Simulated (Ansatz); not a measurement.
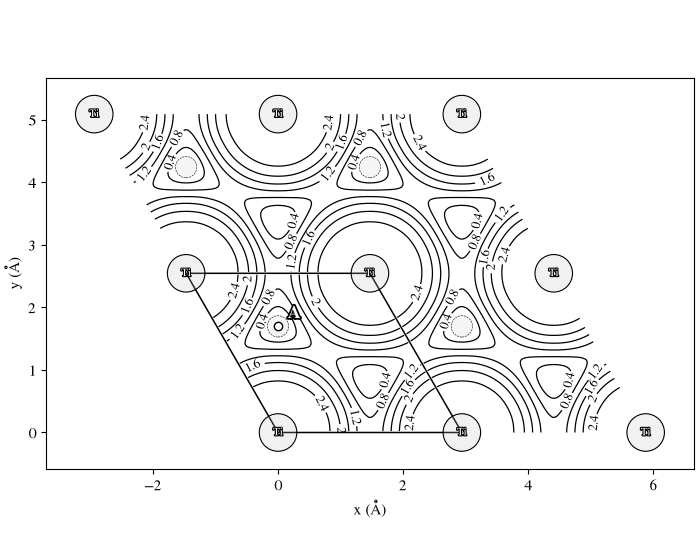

C on a Ti(001) slab cut from the P6_3/mmc phase, its upper half relaxed before the scan (16 atoms of substrate and one adsorbate in a 2 × 2 cell). 
- C is moved over the surface cell; relaxed at each place: the height of the adsorbate's atoms; substrate rigid; the origin of the map has the adsorbate above Ti13.
- Places are given modulo a cell vector. The map is drawn in real space over the plane of the surface.
- The grid has 6 × 6 points; 10 points were computed and 26 follow by symmetry.
- Places are given in fractions of the 1 × 1 surface cell.
- All energies are given in eV relative to the lowest grid point.
- All numbers below come from Ansatz 0.2.0, DFT PBE, scalar-relativistic, plane waves, PAW. Settings: cutoff 420 eV, k-mesh 6×6×1, gaussian smearing 0.1 eV, no spin polarisation.

The picture shows contour lines labelled in eV (none above 2.4), labelled circles for the atoms of the top layer and small ones for the second layer, the outline of one cell of the 2 × 2 shown, the point A. Between grid points the surface is interpolated.

Find the lowest pass out of the well at A.

Answer. The easiest path leads from the well at a threefold hollow over a second-layer Ti atom, (2/6, 4/6) of the cell vectors to the well at a threefold hollow, (4/6, 2/6) of the cell vectors, about 0.076 eV higher. Its highest point lies about 0.9 eV above the bottom of the first well on the interpolated surface, at a bridge site between two Ti atoms, (3/6, 0/6) of the cell vectors. This is the barrier on the constrained surface; relaxing the other coordinates would change it.

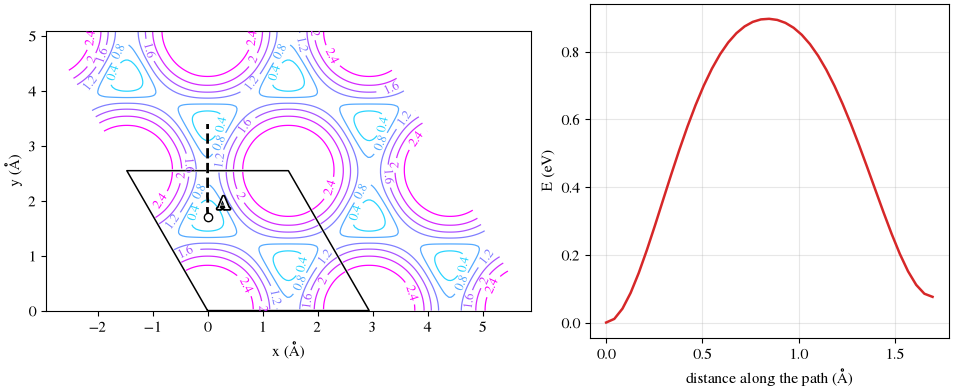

The picture shows contour lines labelled in eV (none above 2.4), a line along the lowest path, the outline of one cell of the 2 × 2 shown, the energy along the path at the right. Between grid points the surface is interpolated.

PAW datasets: the set soft_1.
